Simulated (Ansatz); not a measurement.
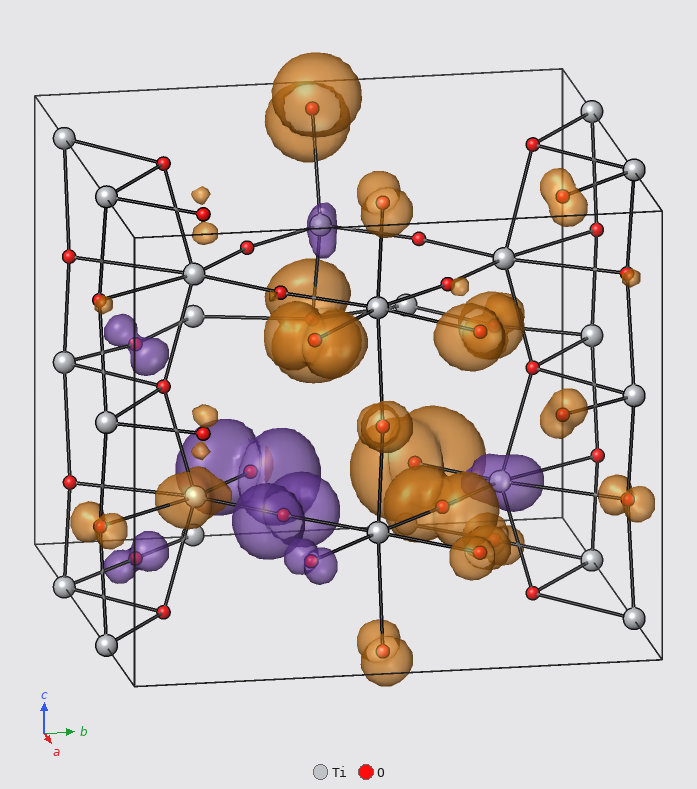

*Ti₁₅O₃₂ (cell charge −1, with a compensating background) (cell with a defect). Isosurfaces of the spin density (up minus down) at +0.02 (orange) and −0.02 e/Å³ (purple), seen slightly off an axis. Sticks mark near contacts.*

The SCF solution may not be the lowest one; PAW files of the earlier set (soft_1); spin-polarised.

All numbers below come from DFT PBE, scalar-relativistic, plane waves, PAW in Ansatz.

In a PAW calculation such maps are meaningful between the atoms, not at the nuclei.

> Describe the spin distribution.

The spin density sits on O: +0.5 μB and −0.4 μB in one cell of 47 atoms, with smaller moments on other sites: O (±0.24 μB). The cell of the calculation (47 atoms) carries 1.0 μB of net spin moment.
